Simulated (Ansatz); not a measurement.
```cif
data_structure
_symmetry_space_group_name_H-M 'P 1'
_symmetry_Int_Tables_number 1
_cell_length_a 3.7999
_cell_length_b 3.7999
_cell_length_c 3.7999
_cell_angle_alpha 90.000
_cell_angle_beta 90.000
_cell_angle_gamma 90.000
_cell_volume 54.87
loop_
_atom_site_label
_atom_site_type_symbol
_atom_site_fract_x
_atom_site_fract_y
_atom_site_fract_z
_atom_site_occupancy
Rh1 Rh 0.00000 0.00000 0.00000 1
Rh2 Rh 0.50000 0.50000 0.00000 1
Rh3 Rh 0.50000 0.00000 0.50000 1
Rh4 Rh 0.00000 0.50000 0.50000 1
```

Space group Fm-3m; computed without spin polarisation.

Method: DFT r2SCAN, scalar-relativistic, plane waves, PAW (Ansatz).

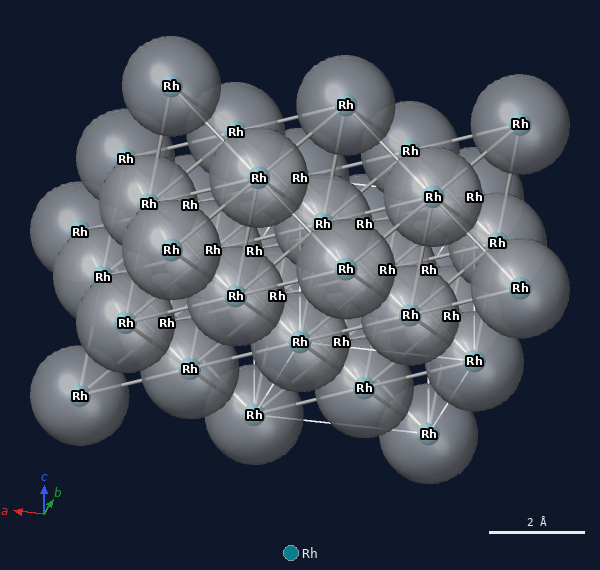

Rh. Isosurface of the valence charge density (pseudo) at 0.6 e/Å³ (grey), seen at an oblique angle. Sticks mark near contacts.

The density is the valence pseudo-density of a PAW calculation; it isn't the true density close to the nuclei.

**What does this surface tell about the bonding?**

At this value the density breaks into separate islands; it holds about 80 % of the electrons treated as valence (semicore included). It bridges none of the near contacts. It is pinched off along the sampled Rh–Rh (2.69 Å) contacts. On the grid the lowest density along these lines, outside the cores, is 0.37 e/Å³ (Rh–Rh, 2.69 Å).

**Metal or insulator at this level of theory?**

It is metallic or semimetallic at this level of theory: no gap opens.
